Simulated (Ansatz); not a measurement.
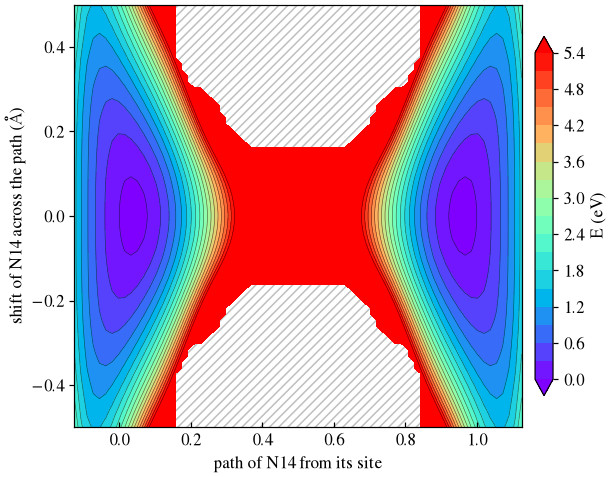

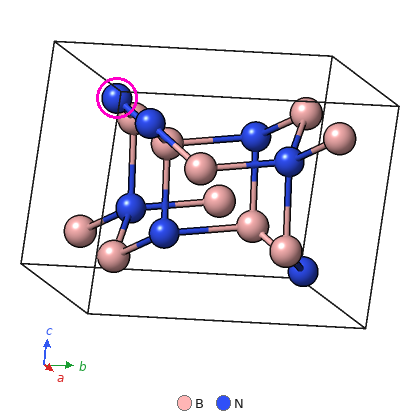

Energy landscape of BN (P4_2/mnm phase) with one N vacancy (15 atoms in the cell, cell charge +3). An atom moved over a plane that holds its own site and a neighbouring vacancy (x along [0 −1 1], y along [0 1 1], z along [−1 0 0] of the conventional cell). Coordinates scanned: (1) path of N14 from its site (0) to the vacancy (1), 2.344 Å; (2) shift of N14 across the path, along the Cartesian direction [−1 1 0]. Nothing is relaxed (all other atoms held at the sites of the perfect crystal). The scan uses an 11 × 9 grid; 22 points were computed and 51 follow by symmetry. At 26 points there is no value (left out of the scan, as a rule where atoms come close). Points are written as (first, second). All energies are given in eV per cell relative to the lowest grid point. The cell is charged on a uniform background, without a charge correction. Theory: Ansatz, DFT PBE, scalar-relativistic, plane waves, PAW. Settings: cutoff 420 eV, k-mesh 6×6×6, gaussian smearing 0.05 eV, no spin polarisation.

In the figure: filled contours, one colour for all values above the top of the scale, hatched blanks where no value was computed. Between grid points the surface is interpolated. The second picture is the structure at the lowest point; rings mark the moved atoms.

What does the map say about the system?

Answer. The lowest grid point is at (0.000, 0.000 Å) [nearest 2 B at 1.54 Å]; the map holds 2 wells of about this depth. No other kind of well shows on this grid. The highest grid point, (0.500, −0.125 Å) [nearest 1 B at 0.97 Å], lies 12.3 eV above the lowest. On the interpolated surface the easiest way out of the lowest well to a well of about the same depth near (1.000, 0.000 Å) [nearest 2 B at 1.54 Å] passes a barrier of about 9.3 eV.

The values on the grid:

```
second ↓, first →  −0.125  0.000  0.125  0.250  0.375  0.500  0.625  0.750  0.875  1.000  1.125
            0.500     2.4    2.3    7.3      –      –      –      –      –    7.3    2.3    2.4
            0.375     1.9    1.2    4.2      –      –      –      –      –    4.2    1.2    1.9
            0.250     1.7    0.5    2.1    7.9      –      –      –    7.9    2.1    0.5    1.7
            0.125     1.6    0.1    0.8    4.2    9.5   12.3    9.5    4.2    0.8    0.1    1.6
            0.000     1.6    0.0    0.4    3.1    7.1    9.2    7.1    3.1    0.4    0.0    1.6
           −0.125     1.6    0.1    0.8    4.2    9.5   12.3    9.5    4.2    0.8    0.1    1.6
           −0.250     1.7    0.5    2.1    7.9      –      –      –    7.9    2.1    0.5    1.7
           −0.375     1.9    1.2    4.2      –      –      –      –      –    4.2    1.2    1.9
           −0.500     2.4    2.3    7.3      –      –      –      –      –    7.3    2.3    2.4
```

Each point was launched as `ansatz run input.yaml --threads 4 --pin off --max-ram 8192MiB --backend cpu --events-out ev --progress --plain --runs-dir out`. Time for the 22 points that were run: 5.1 min on 4 threads of AMD EPYC 7R43 64-Core Processor (Zen 3) (shared host).

PAW datasets: the set soft_1.
